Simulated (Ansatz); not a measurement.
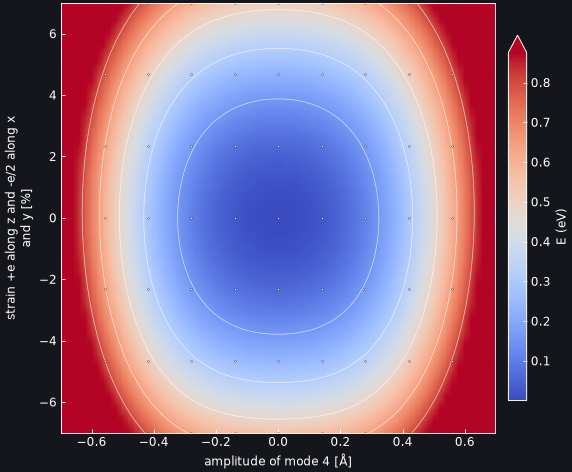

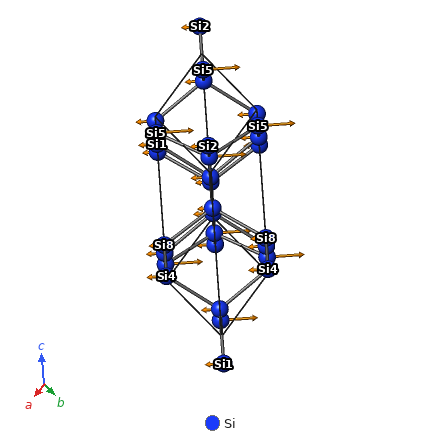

Energy landscape of Si (C2/m, No. 12; 8 atoms in the cell). The energy is mapped over a normal mode and a strain (zone-centre modes of the 8-atom cell of this scan). Coordinates scanned: (1) amplitude of mode 4 (91 cm⁻¹), largest displacement in the unstrained cell; (2) strain +e along z and -e/2 along x and y. Nothing is relaxed (the pattern is fixed in fractional coordinates). Grid: 11 × 7 points; 42 points were computed and 35 follow by symmetry. Points are written as (first, second). Energies: eV per cell, counted from the lowest grid point. The band gap closes in part of the range. The calculation used Ansatz 0.2.0, DFT PBE, scalar-relativistic, plane waves, PAW. Settings: cutoff 420 eV, k-mesh 10×10×6 in the order of the run's cell vectors, gaussian smearing 0.03 eV, no spin polarisation.

Drawn: a smooth colour map with a few white contour lines, dots at the grid points, one colour for all values above the top of the scale. Between grid points the surface is interpolated. The second picture is the structure at the lowest point

> Where are the wells?

The lowest grid point is at (0.000 Å, 0.00 %). No other kind of well shows on this grid. The highest grid point, (−0.698 Å, −7.00 %), lies 1.45 eV above the lowest.

Time for the 42 points that were run: 13 min on 4 threads of Arm Neoverse V1 (shared host).

PAW datasets: the set soft_1.
